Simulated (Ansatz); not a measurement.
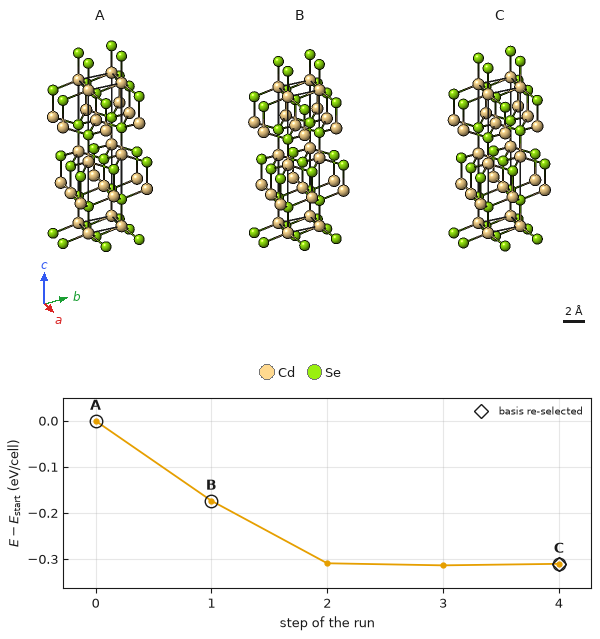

Frames of a relaxation of a crystal of CdSe (built on the 4H polytype type), marked on the history of the run. Style: ball-and-stick. Shown: the cell of the calculation, slightly off an axis.

Computed with DFT, LDA, plane waves, PAW (Ansatz).

Input file:
```yaml
crystal:
  lattice:
    - [4.3826972658, 0.0, 0.0]
    - [-2.1913486329, 3.7955271692, 0.0]
    - [0.0, 0.0, 14.3053196375]
  atoms:
    - { symbol: Cd, position: [0.0, 0.0, -0.0001635496] }
    - { symbol: Cd, position: [0.3333333333, 0.6666666667, 0.2499698784] }
    - { symbol: Cd, position: [0.0, 0.0, 0.4998364504] }
    - { symbol: Cd, position: [0.6666666667, 0.3333333333, 0.7499698784] }
    - { symbol: Se, position: [0.0, 0.0, 0.1874660271] }
    - { symbol: Se, position: [0.3333333333, 0.6666666667, 0.437727644] }
    - { symbol: Se, position: [0.0, 0.0, 0.6874660271] }
    - { symbol: Se, position: [0.6666666667, 0.3333333333, 0.937727644] }
kpoints:
  mp_grid: { grid: [6, 6, 2] }
hamiltonian:
  xc: lda
scf:
  occupations: { method: fermi_dirac, width: 0.02 }
relax:
  f_tol: 0.005
  cell: {}
output:
  write_density: true
  write_potential: true
  elf: true
  volumetric_format: npy
```

Run as
```bash
ansatz run input.yaml --threads 4 --pin off --max-ram 7372MiB --backend cpu --events-out ev --progress --plain --runs-dir out
```

Question: What happens along the run?

Answer: The energy falls by 0.310 eV per cell of the calculation in 3 accepted moves (4 points after the start). The largest force component goes from 0.004 to 0.0017 eV/Å. The pressure goes from −4.32 to −0.02 GPa. The SCF was repeated once at an unchanged geometry on a basis and grid sized afresh for the cell, which shifted the energy by 3.3 meV per cell of the calculation at most. The atoms keep their places relative to the cell (all moves are under 0.005 Å). The volume changes by −8.8 %, with a = b 4.383 → 4.249 Å (−3.0 %), c 14.305 → 13.873 Å (−3.0 %). Among the contacts that change: Cd1–Se5 2.684 → 2.602 Å, Cd2–Se6 2.686 → 2.605 Å. The space group stays P6_3mc (No. 186). The run took 29 s on 4 threads of Intel(R) Xeon(R) Processor @ 2.70GHz (shared host), peak memory 0.83 GiB. From step 0 to 1: volume −14.1 %, energy −0.173 eV per cell of the calculation. From step 1 to 4: volume +6.1 %, energy −0.137 eV per cell of the calculation.
